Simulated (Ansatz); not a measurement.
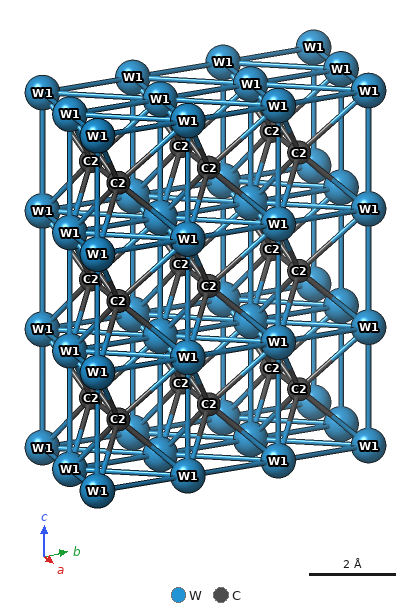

The starting point is solid WC (set up in P-6m2). Style: ball-and-stick. Shown: the cell of the calculation, repeated 2 × 3 × 3 with one cell outlined, slightly off an axis.

Method: DFT PBEsol, scalar-relativistic, plane waves, PAW (Ansatz 0.2.0). (plane-wave cutoff 420 eV; k-point mesh 24 × 24 × 18; occupations gaussian; smearing width 0.1 eV; no spin polarisation)

Now this is done to it. Strain along c alone, −4.5 %, is applied. Symmetry leaves the atoms no freedom, so this is a single point.

What is the effect?

Answer. It costs 70.3 meV per atom. Pressure: 0.0 GPa before, 23.8 GPa after. The principal stresses (compression positive) are 51.4 GPa along c and 10.0 GPa across it. All forces vanish by symmetry. Near-neighbour distances before and after: W–W 2.828 → 2.701 Å, C–W 2.191 → 2.150 Å. The space group stays P-6m2 (No. 187).

Drawn alike, the variant:

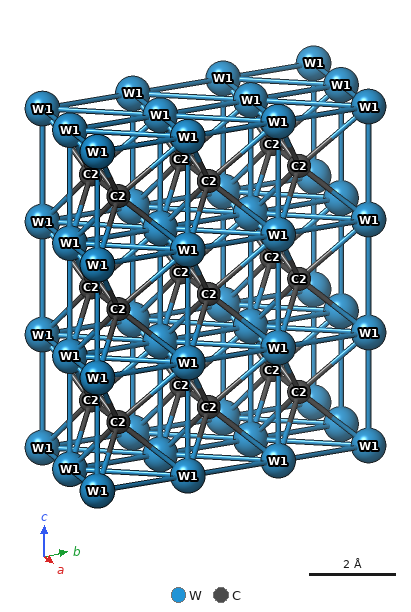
